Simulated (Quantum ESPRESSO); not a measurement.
System: ZrO₂, space group P4_2/nmc (No. 137).

Starting cell:
```
Zr O
1.0
     3.59610    0.00000    0.00000
     0.00000    3.59610    0.00000
     0.00000    0.00000    5.17700
Zr O
2 4
Cartesian
  1.7980 1.7980 2.5885
  0.0000 0.0000 0.0000
  1.7980 0.0000 4.1261
  1.7980 0.0000 1.5376
  0.0000 1.7980 3.6394
  0.0000 1.7980 1.0509
```

Computed with Quantum ESPRESSO 7.5: plane-wave DFT, no spin polarisation; energies at scaled volumes of the given cell, shape and fractions fixed, counted from the fit's minimum, third-order Birch-Murnaghan fit. Level: PBE.

- k mesh: 7×7×5
- occupations: Fermi–Dirac
- smearing width: 0.05 eV
- potentials: GBRV 1.5 PBE
- wave cutoff: 612.3 eV
- density cutoff: 4898 eV

Describe the result: the energy and pressure against volume. The volume takes the values 10.49, 10.71, 10.93, 11.16, 11.38, 11.60, 11.83 Å³/atom.

A third-order Birch–Murnaghan fit gives V0 = 11.41 Å³/atom, B0 = 230 GPa and B′ = 4.2. The energy is 62.17 meV/atom at volume 10.49 Å³/atom and 10.13 meV/atom at 11.83 Å³/atom; the lowest computed point is at volume 11.38 Å³/atom (0.07 meV/atom). The pressure falls from 23.03 GPa at volume 10.49 Å³/atom to −7.72 GPa at 11.83 Å³/atom, and changes sign near 11.41 Å³/atom.

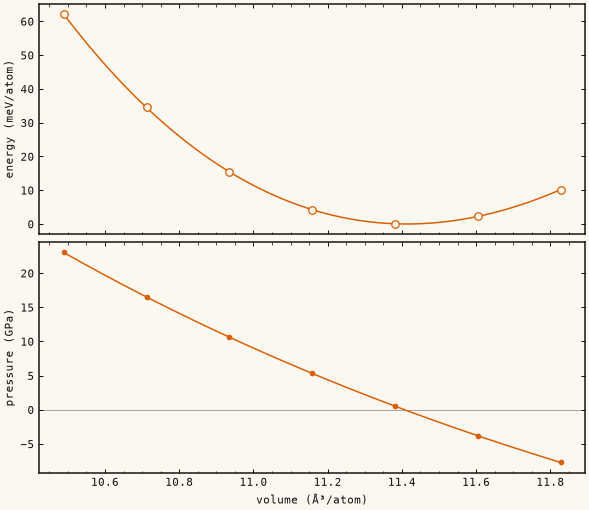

Caveats: shape and atomic fractions are frozen while scaling, which makes layered, chain and framework solids too stiff.
